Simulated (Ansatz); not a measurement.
Ti: several calculations on one system

### Relaxation

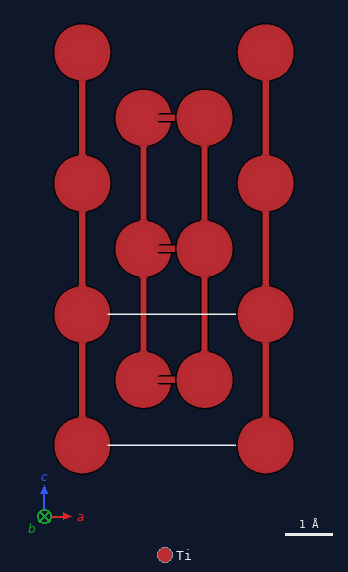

Starting structure of a crystal of Ti (set up in P6/mmm). Style: ball-and-stick. Shown: the cell of the calculation, repeated 1 × 1 × 3 with one cell outlined, along the b axis.

All numbers below come from Ansatz 0.2.0, DFT PBEsol, scalar-relativistic, plane waves, PAW.

Input file:
```yaml
crystal:
  lattice:
    - [4.5673748306, 0.0, 0.0]
    - [-2.2836874153, 3.9554626319, 0.0]
    - [0.0, 0.0, 2.82624427]
  atoms:
    - { symbol: Ti, position: [0.0, 0.0, 0.0] }
    - { symbol: Ti, position: [0.33333333, 0.66666667, 0.5] }
    - { symbol: Ti, position: [0.66666667, 0.33333333, 0.5] }
basis:
  ecutwfc: 420
kpoints:
  mp_grid: { grid: [12, 12, 14] }
hamiltonian:
  xc: pbesol
scf:
  occupations: { method: gaussian, width: 0.1 }
output:
  forces: true
  stress: true
  eigenvalues: true
relax:
  adjacent_minimum: "off"
  f_tol: 0.005
  max_steps: 80
  cell: { stress_tol: 0.05 }
```

Command:
```bash
ansatz run input.yaml --threads 2 --pin off --max-ram 5120MiB --backend cpu --events-out ev --progress --plain --runs-dir out
```

### Predict the outcome.

No atom moves by more than 0.005 Å relative to the cell. Cell: a = b 4.567 → 4.515 Å (−1.1 %), c 2.826 → 2.799 Å (−1.0 %). Volume −3.2 %. Some distances before and after: Ti1–Ti2 2.992 → 2.959 Å, Ti2–Ti3 2.637 → 2.607 Å, Ti1–Ti1 2.826 → 2.799 Å. The space group stays P6/mmm (No. 191). The energy falls by 6.5 meV per atom in 3 accepted moves (4 points after the start). All forces vanish by symmetry, so only the cell relaxes. The pressure goes from −3.71 to −0.01 GPa. The SCF was repeated once at an unchanged geometry on a basis and grid sized afresh for the cell, which shifted the energy by less than 0.05 meV per atom at most.

The end point in the same view:

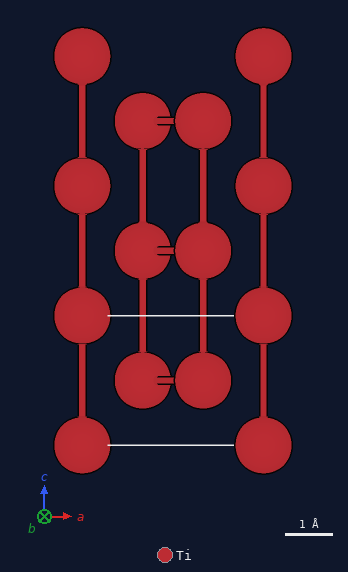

### Relaxation

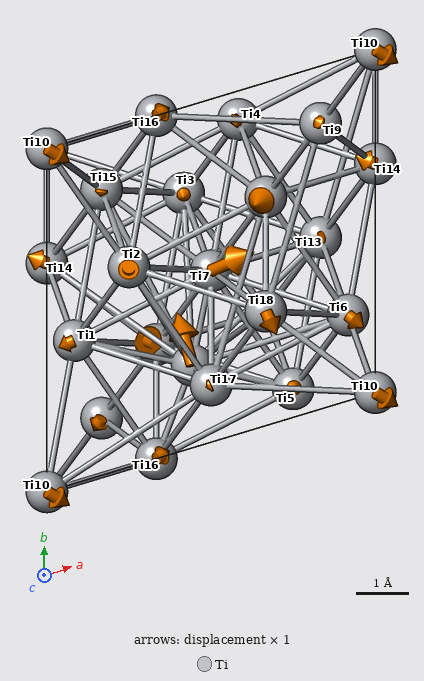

This is a relaxation of a defect cell of composition Ti. The starting structure is drawn; orange arrows show the displacements, at their true length.

The picture is a ball-and-stick view of the cell of the calculation (origin shifted), seen along the c axis.

Case: Ti interstitial, charge +0, atoms relaxed. The atoms of the start lie slightly off their symmetric places, so part of the fall in energy undoes that.

Method: Ansatz, DFT PBE, scalar-relativistic, plane waves, PAW. Set-up: plane-wave cutoff 420 eV; k-point mesh 4 × 4 × 4; occupations gaussian; smearing width 0.1 eV; mesh shifted by (0.5, 0.5, 0.5); no spin polarisation; atoms relaxed in a fixed cell; force threshold 0.02 eV/Å; at most 60 steps.

> What did the optimiser do to the structure, and how much energy did it gain?

The atom that moves furthest is a Ti atom (1.14 Å roughly along [3 0 1]). The lattice vectors keep their values. Some distances before and after: Ti–Ti 2.832 → 4.561 Å, Ti–Ti 5.004 → 3.658 Å, Ti–Ti 2.999 → 4.261 Å, Ti–Ti 3.693 → 4.880 Å. New bonds form, among them: Ti–Ti (3.87 → 2.70 Å), Ti–Ti (3.87 → 3.12 Å). Bonds break, among them: Ti–Ti (2.83 → 4.56 Å), Ti–Ti (3.00 → 4.26 Å). The energy falls by 5.543 eV per cell of the calculation in 25 accepted moves (28 points after the start). The largest force component goes from 3.8 to 0.015 eV/Å. The line search rejected the trial steps at points 4, 17, 23 of the run. Cost: 22 min on 4 threads of Intel(R) Xeon(R) Processor @ 2.70GHz, with other jobs on the host, peak memory 1.9 GiB.

Limits of the set-up: the periodic images lie only 7.3 Å apart, so the values are limited by the cell's size.

### Path

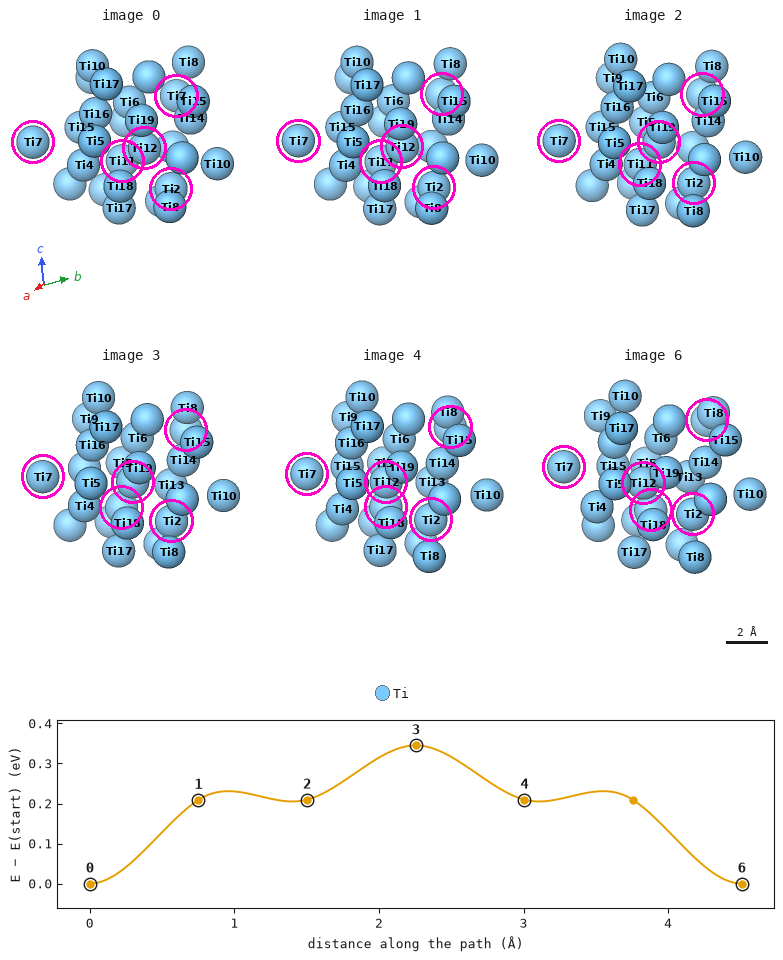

NEB run on a defect cell of composition Ti (19 atoms in the cell). Images are numbered from 0 (start) to 6 (end). A spheres-only model of the atoms within 4.8 Å of the middle of the path, seen slightly off an axis. The atoms that move most are ringed.

Theory: Ansatz, DFT PBE, scalar-relativistic, plane waves, PAW. Settings: plane-wave cutoff 420 eV; k-point mesh 4 × 4 × 4; Gaussian smearing 0.1 eV; 5 movable images; climbing image.

### What happens along the path, and what is the barrier?

The two ends have the same energy, and the highest point, image 3, lies 0.35 eV above the start. A Ti atom travels furthest, 1.20 Å from end to end, roughly along [1 −3 1], on a path that bends up to 0.44 Å away from the straight line. It doesn't move alone: Ti (0.94 Å), Ti (1.20 Å), Ti (0.73 Å), Ti (0.73 Å) move with it. The band converged in 18 iterations. The largest component of the band force went from 0.9 to 0.034 eV/Å. The climbing image converged on the top of the path. Its curvatures weren't checked.

Limits of the set-up: the periodic images lie only 7.3 Å apart, so the values are limited by the cell's size.
